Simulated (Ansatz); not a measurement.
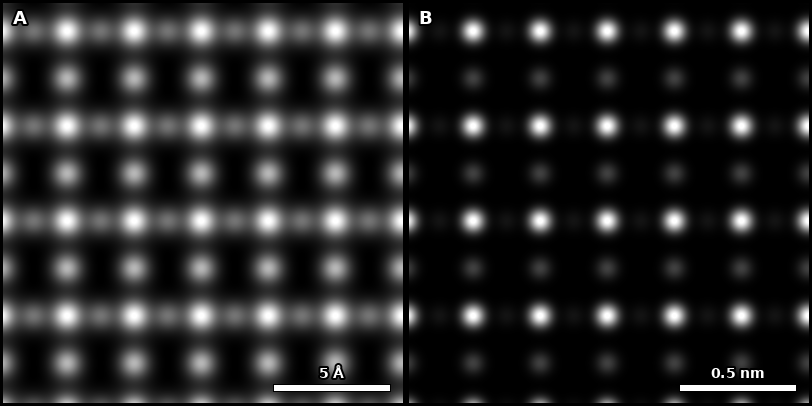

Two simulated images of the same area of BaTiO3 (Pm-3m, No. 221) along [110], with a probe of 0.78 Å. One is incoherent Z contrast (Z^1.7 per atom), the other the projected potential of neutral atoms blurred by the probe (iDPC-like, thin sample). Brightness is counted from the darkest point of the image. Structure used: the end point of a relaxation (final pressure about 36 GPa) with Ansatz, DFT, PAW plane waves, r2scan.

Q: Which panel is which, and how can one tell?

B is the Z-contrast image and A the potential image. The columns of 2 O per repeat reach about 7 % of the brightest peak (1 Ba) in B but about 45 % in A, mainly since the potential grows much more slowly with atomic number.

Ba sits on the octahedral site here and Ti on the 12-fold one, the reverse of the real perovskite.
